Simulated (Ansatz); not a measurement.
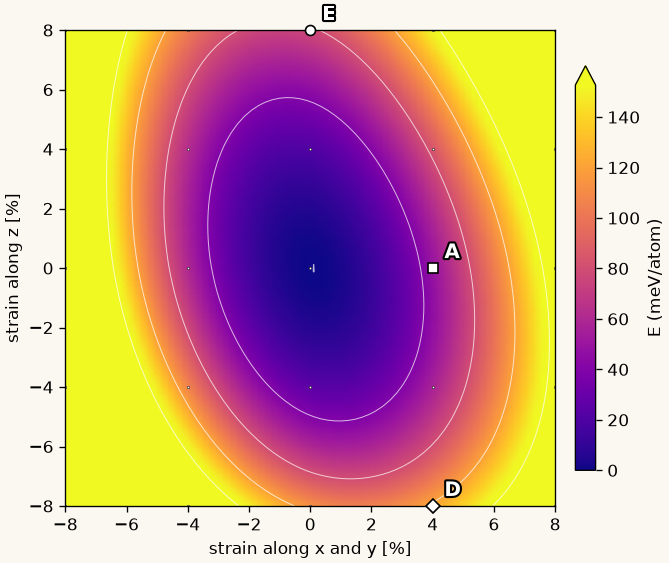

Al3GaN4 (Pm, No. 6; 8 atoms in the cell). 
- The cell is strained homogeneously, by one strain along x and y and another along z, with fractional coordinates fixed (x along [1 0 0], z along [0 0 1] of the conventional cell).
- Coordinates scanned: (1) strain along x and y; (2) strain along z.
- The scan uses a 5 × 5 grid.
- Energies are in meV/atom, from the lowest grid point.
- Theory: Ansatz, DFT PBEsol, scalar-relativistic, plane waves, PAW. Settings: cutoff 420 eV, k-mesh 6×8×4 in the order of the run's cell vectors, gaussian smearing 0.05 eV, no spin polarisation.

The picture shows a smooth colour map with a few white contour lines, dots at the grid points, one colour for all values above the top of the scale, lettered points. Between grid points the surface is interpolated.

### Rank the lettered points by energy, lowest first.

A (49 meV/atom), E (78 meV/atom), D (123 meV/atom).
